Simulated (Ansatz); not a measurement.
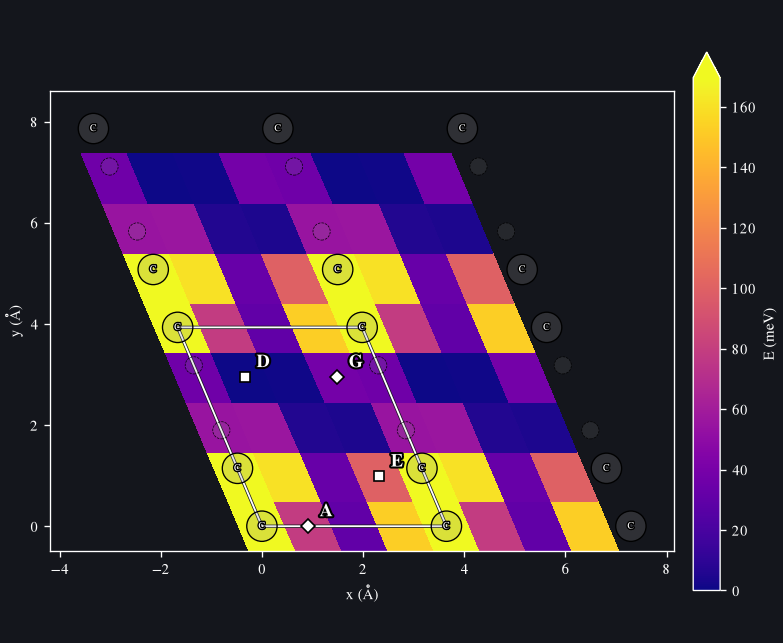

N₂ on a C(110) slab cut from the R-3m phase, its upper half relaxed before the scan (10 atoms of substrate and one adsorbate in a 1 × 1 cell). N2 is moved over the surface cell at a fixed height above a rigid substrate; the origin of the map has the adsorbate above C9; the height is held at 2.70 Å. Places are given modulo a cell vector. The map is drawn in real space over the plane of the surface. Grid: 4 × 4 points. Energies: meV, counted from the lowest grid point. With one adsorbate in each 1 × 1 cell, its nearest image is 3.6 Å away, so neighbouring adsorbates interact. At a fixed height the lowest place need not be the adsorption site. These are results of DFT PBE+D3(BJ), scalar-relativistic, plane waves, PAW in Ansatz, not measurements. Settings: cutoff 420 eV, k-mesh 8×7×1, gaussian smearing 0.05 eV, no spin polarisation.

The picture shows one coloured cell a grid point, labelled circles for the atoms of the top layer and small ones for the second layer, the outline of one cell of the 2 × 2 shown, one colour for all values above the top of the scale, lettered points.

Rank the lettered points by energy, lowest first.

Answer. D (0 meV), G (38 meV), A (79 meV), E (100 meV).

PAW datasets: the set soft_1.
